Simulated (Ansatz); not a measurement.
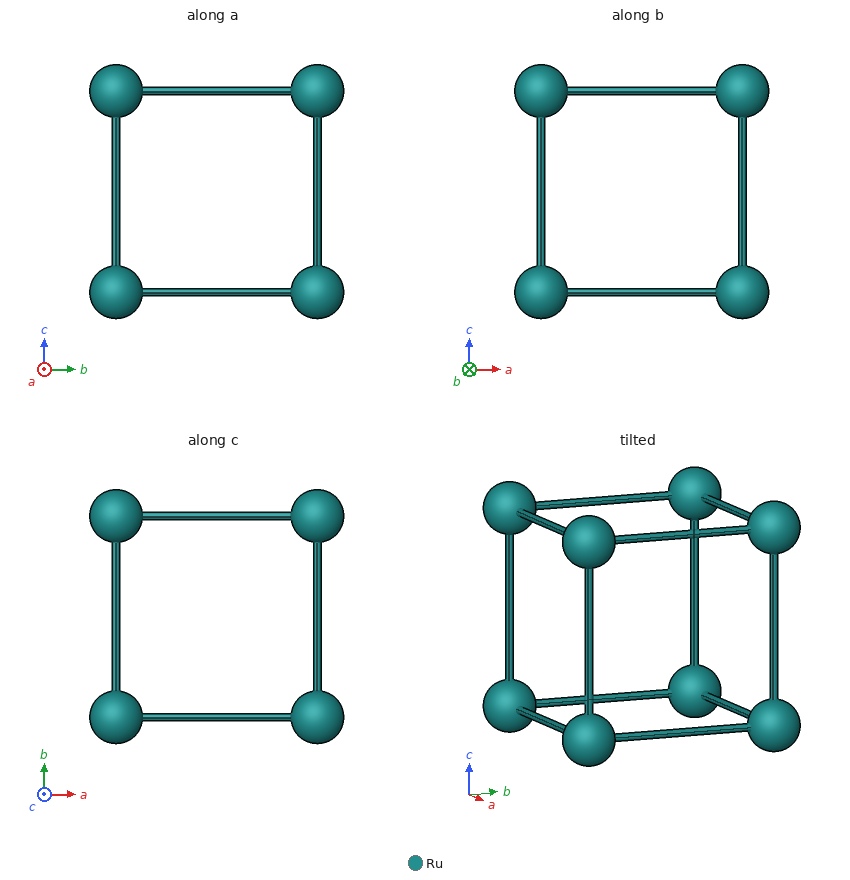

Drawn in the ball-and-stick manner and seen along the a axis, along the b axis, along the c axis and slightly off an axis. The box is the conventional unit cell; atoms on or close to its faces, edges and corners are drawn wherever they repeat.

Lattice parameters: a = 2.4904 Å, b = 2.4904 Å, c = 2.4904 Å, α = 90.000°, β = 90.000°, γ = 90.000°.

From the views, write a CIF in P1 with every atom of the cell.

```cif
data_structure
_symmetry_space_group_name_H-M 'P 1'
_symmetry_Int_Tables_number 1
_cell_length_a 2.4904
_cell_length_b 2.4904
_cell_length_c 2.4904
_cell_angle_alpha 90.000
_cell_angle_beta 90.000
_cell_angle_gamma 90.000
_cell_volume 15.45
loop_
_atom_site_label
_atom_site_type_symbol
_atom_site_fract_x
_atom_site_fract_y
_atom_site_fract_z
_atom_site_occupancy
Ru1 Ru 0.0000 0.0000 0.0000 1
```

Origin of the cell: a structure type filled with this element by a generator (whether the element takes this form wasn't checked). Atoms and cell were optimised with DFT, m-r2SCAN, plane waves (500 eV) with PAW, scalar-relativistic (Ansatz).
